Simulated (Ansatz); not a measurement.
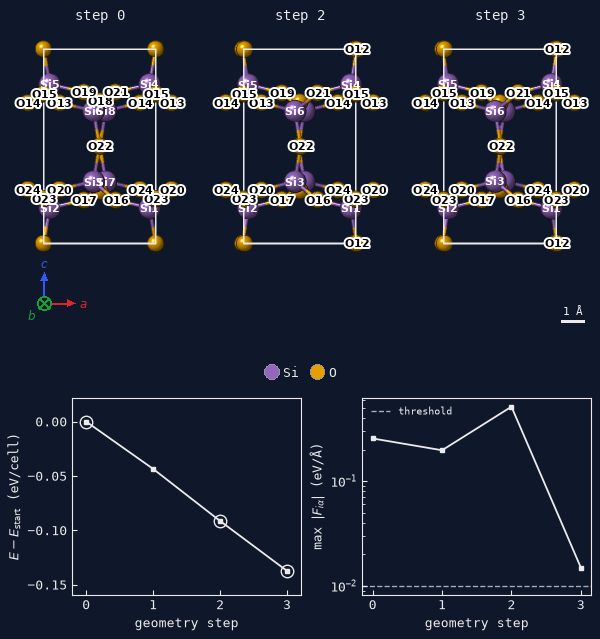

Frames of a relaxation of solid SiO₂ (set up in Pnnm), marked on the history of the run. The picture is a ball-and-stick view of the cell of the calculation, seen along the b axis.

Case: volume × 1.06, shape and atoms relaxed.

These are results of Ansatz, DFT LDA, scalar-relativistic, plane waves, PAW, not measurements. (plane-wave cutoff 420 eV; k-point mesh 6 × 4 × 4; occupations gaussian; smearing width 0.02 eV; no spin polarisation; cell relaxed at fixed volume; force threshold 0.01 eV/Å; at most 30 steps)

### What happens along the run?

The run was cut off at its time limit before the relaxation converged, so the last structure is only a point on the way. After 3 geometry steps the energy has fallen by 0.137 eV per cell of the calculation. The largest force component goes from 0.26 to 0.015 eV/Å. The pressure goes from −4.65 to −0.82 GPa. The largest moves relative to the cell, 0.13 Å, are those of O atoms. By element the largest moves are O 0.13 Å, Si 0.07 Å. The drawn cell changes at constant volume: a 5.036 → 5.052 Å (+0.3 %), b 8.898 → 8.879 Å (−0.2 %), c 8.728 → 8.720 Å (−0.1 %). Among the contacts that change: O–Si 1.623 → 1.607 Å. Among the angles between lasting bonds that change: Si–O–Si 145.8° → 150.7°, Si–O–Si 149.4° → 152.5°. The space group stays Pnnm (No. 58). The run took 4.2 min on 4 threads of Intel(R) Xeon(R) Processor @ 2.50GHz (Skylake/Cascade Lake) (shared host), peak memory 1.6 GiB. From step 0 to 2: O atoms move most (0.11 Å), energy −91.4 meV per cell of the calculation. From step 2 to 3: O atoms move most (0.04 Å), energy −45.9 meV per cell of the calculation.

| step | E − E(0), meV/atom | largest force component, eV/Å | pressure, GPa |
| --- | --- | --- | --- |
| 0 | 0.00 | 0.2555 | -4.65 |
| 1 | -1.81 | 0.1972 | -3.97 |
| 2 | -3.81 | 0.5137 | -1.36 |
| 3 | -5.72 | 0.0149 | -0.82 |
